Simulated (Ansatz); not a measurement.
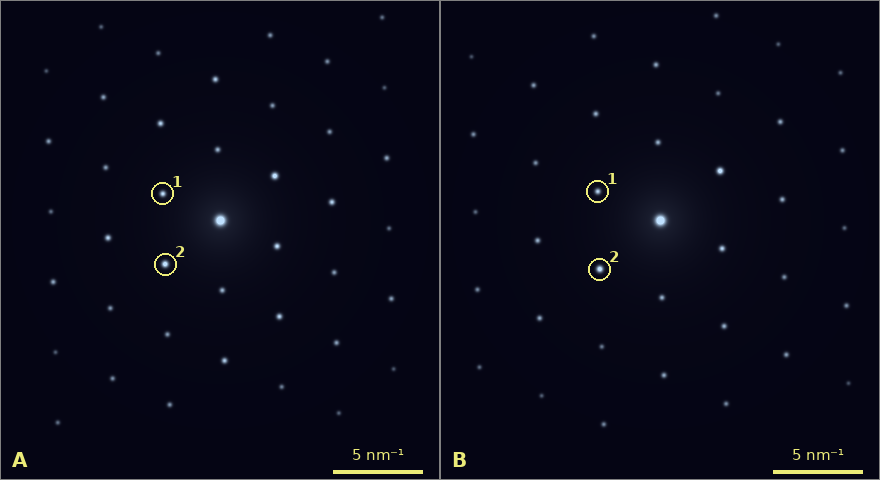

Kinematic electron diffraction patterns (120 kV, B = 0.5 Å², same scale) along [111] of the run's own cell, for the start and the end of one relaxation of HfO2 with DFT PBE, scalar-relativistic, plane waves, PAW (Ansatz 0.2.0). k mesh 14×14×8. The start is a generated model structure, and the relaxation ends in the nearest stationary point of its symmetry, not necessarily the ground state. Spot 1 is -1 1 0 and spot 2 is -1 0 1 in both.

Start structure:

```yaml
crystal:
  lattice:
    - [2.98818, 0.00000, 0.00000]
    - [-1.49409, 2.58784, 0.00000]
    - [0.00000, 0.00000, 4.82056]
  atoms:
    - { symbol: Hf, position: [0.00000, 0.00000, 0.00000] }
    - { symbol: O, position: [0.33333, 0.66667, 0.25200] }
    - { symbol: O, position: [0.66667, 0.33333, 0.74800] }
```

Q: Which pattern belongs to the start structure, and which to the relaxed one?

A: B is the start: its cell gives d(1) = 2.588 Å, d(2) = 2.280 Å and an angle of 63.9°. A is the relaxed structure, with d(1) = 2.816 Å (+8.8 %), d(2) = 2.516 Å (+10.4 %) and 63.5°.

Q: Name reflections whose intensity changes strongly on relaxation.

A: 1 1 -2 goes from 5.8 to 13 % of the strongest spot; 0 2 -2 goes from 18 to 35 % of the strongest spot; 3 -1 -2 goes from 9.1 to 18 % of the strongest spot.

Q: What did the relaxation do to the structure and the energy?

A: The volume changed by +37.6 % to 17.10 Å³ an atom; with the mean shift removed, the atoms moved by up to 0.44 Å relative to the cell (O most); the space group stayed P-3m1 (No. 164); the free energy fell by 410 meV an atom. Relaxed cell: a = 3.252 Å, b = 3.252 Å, c = 5.602 Å, α = 90.00°, β = 90.00°, γ = 120.00°.
